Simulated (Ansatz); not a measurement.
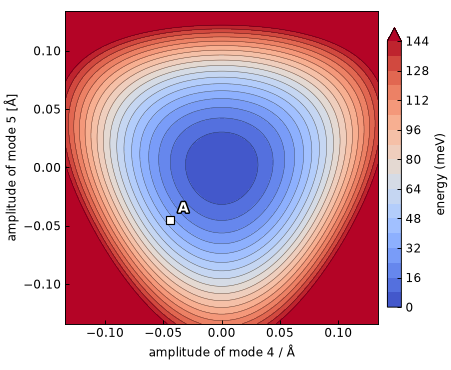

Be (P6_3/mmc, No. 194; 2 atoms in the cell). The energy is mapped over two normal modes frozen in (zone-centre modes of the 2-atom cell of this scan). First axis: amplitude of mode 4 (501 cm⁻¹), largest displacement. Second axis: amplitude of mode 5 (501 cm⁻¹), largest displacement. Nothing is relaxed (the cell and all other modes fixed). Grid: 7 × 7 points; 28 points were computed and 21 follow by symmetry. Points are written as (first, second). Energies are in meV per cell, from the lowest grid point. These are results of Ansatz, DFT LDA+D3(BJ), scalar-relativistic, plane waves, PAW, not measurements. Settings: cutoff 520 eV, k-mesh 24×24×14 in the order of the run's cell vectors, gaussian smearing 0.15 eV, no spin polarisation.

Drawn: filled contours, one colour for all values above the top of the scale, the point A. Between grid points the surface is interpolated.

Is A at rest? If not, where is it pushed?

A, at (−0.045 Å, −0.045 Å), is not a stationary point. The computed force is 900 meV for each Å towards larger values of the first coordinate and 740 meV for each Å towards larger values of the second coordinate.
